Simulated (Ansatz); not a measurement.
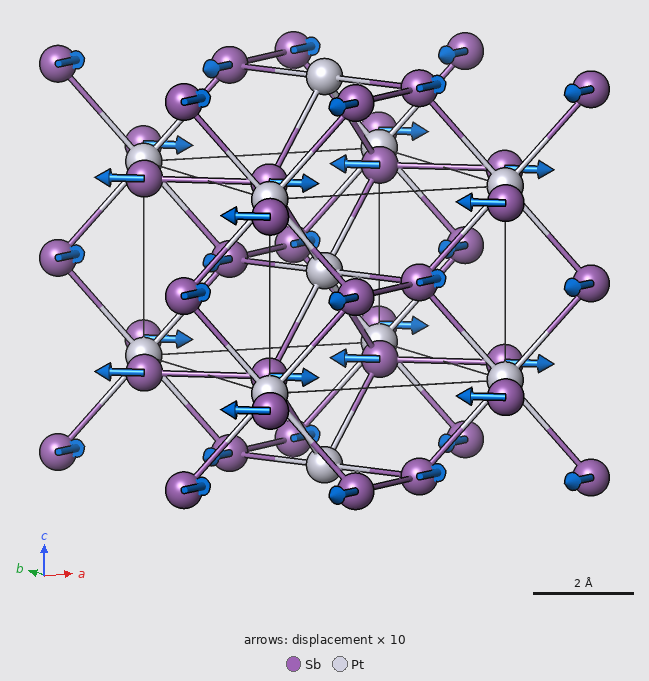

A relaxation of a crystal of Sb₂Pt (built on the marcasite_58 type) (coarse preliminary run). The starting structure is drawn; blue arrows show the displacements (the part carried along by the change of the cell is left out), magnified 10 times.

Style: ball-and-stick. Shown: the cell of the calculation, slightly off an axis.

Case: marcasite type (Pnnm, No. 58).

Level of theory: DFT PBE, scalar-relativistic, plane waves, PAW (Ansatz 0.2.0). Settings: plane-wave cutoff 420 eV; k-point mesh 4 × 4 × 4; occupations gaussian; smearing width 0.1 eV; no spin polarisation; cell and atoms relaxed; force threshold 0.04 eV/Å; at most 70 steps.

> Which element moves most?

Antimony: up to 0.10 Å, against 0.00 Å for platinum.

> What happened in the run?

The largest moves relative to the cell, 0.10 Å, are those of Sb atoms. Pt stays in place. Cell: a 5.160 → 5.352 Å (+3.7 %), b 6.297 → 6.556 Å (+4.1 %), c 3.931 → 4.177 Å (+6.2 %). Volume +14.8 %. Near-neighbour distances that change, for instance: Sb–Sb 2.571 → 2.878 Å, Pt–Sb 2.615 → 2.719 Å, Pt–Sb 2.599 → 2.687 Å. Among the angles between lasting bonds that change: Sb–Pt–Sb 97.5° → 100.3°, Sb–Pt–Sb 82.5° → 79.7°, Pt–Sb–Pt 97.5° → 100.3°. The space group stays Pnnm (No. 58). Over 3 accepted moves (4 points after the start) the energy falls by 220 meV per atom. Largest force component: 1.6 eV/Å at the start, 0.0062 eV/Å at the end. The pressure goes from 19.70 to −0.04 GPa. At 1 point the geometry stayed and the basis and grid were re-selected for the new cell (energy shift of 1.0 meV per atom at most each time). Cost: 62 s on 1 thread of Intel(R) Xeon(R) Platinum 8375C CPU @ 2.90GHz (Ice Lake) (shared host), peak memory 0.55 GiB.

Limits of the set-up: the k-point mesh is coarse for a cell with partly filled bands.
